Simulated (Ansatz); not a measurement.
AlP (F-43m, No. 216): coordinates from a relaxation with DFT r2SCAN+D3(BJ), scalar-relativistic, plane waves, PAW (Ansatz); the starting structure was generated, so it need not be a known form of this composition.

```xyz
8
Lattice="5.4570 0.0000 0.0000 0.0000 5.4570 0.0000 0.0000 0.0000 5.4570" Properties=species:S:1:pos:R:3 pbc="T T T"
Al    0.0000    0.0000    0.0000
P     1.3642    1.3642    4.0927
Al    0.0000    2.7285    2.7285
P     1.3642    4.0927    1.3642
Al    2.7285    0.0000    2.7285
P     4.0927    1.3642    1.3642
Al    2.7285    2.7285    0.0000
P     4.0927    4.0927    4.0927
```

### What will a HAADF-like image along [211] show? Simulated incoherent Z contrast: every atom adds Z^1.6 spread by a probe of 0.52 Å full width; channelling and multiple scattering are left out. The probe carries 15 % of its weight in a tail 2.5 times as wide. Shot noise was added.

The columns repeat on a rectangular net of 1.93 × 3.15 Å (plane group pm). The brightest columns hold 1 P per repeat; in falling brightness follow 1 Al (about 80 %). Brightness is counted from the darkest point of the image. The closest visible columns (Al and P) are 0.79 Å apart in projection. Along the beam the structure repeats every 6.68 Å.

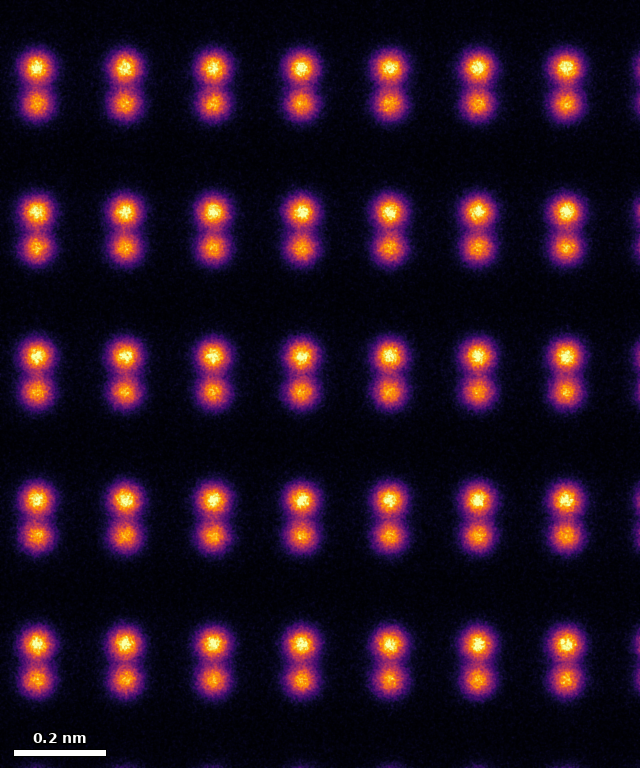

The simulated image.
